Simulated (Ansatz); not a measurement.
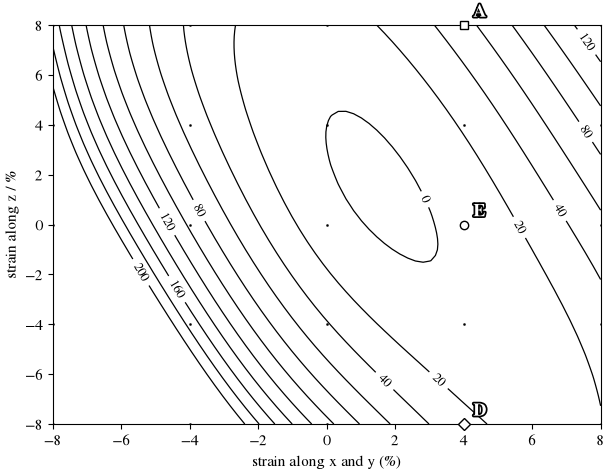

Ag (Fm-3m, No. 225; 1 atom in the cell). The cell is strained homogeneously, by one strain along x and y and another along z, with fractional coordinates fixed (x, y and z along the cube axes). First axis: strain along x and y. Second axis: strain along z. The scan uses a 5 × 5 grid. Energies are in meV/atom, from the lowest grid point. The reference cell is the one listed in the database, not relaxed at this level. Theory: DFT PBE, scalar-relativistic, plane waves, PAW (Ansatz). Settings: cutoff 420 eV, k-mesh 20×20×20, gaussian smearing 0.15 eV, no spin polarisation.

Drawn: contour lines labelled in meV/atom (none above 200), dots at the grid points, lettered points. Between grid points the surface is interpolated.

> Is D the lowest point of the computed grid?

No. D lies 27 meV/atom above the lowest grid point, which is at strain along x and y = 0 %, strain along z = 4 %.

> Rank the lettered points by energy, lowest first.

E (4.9 meV/atom), D (27 meV/atom), A (53 meV/atom).
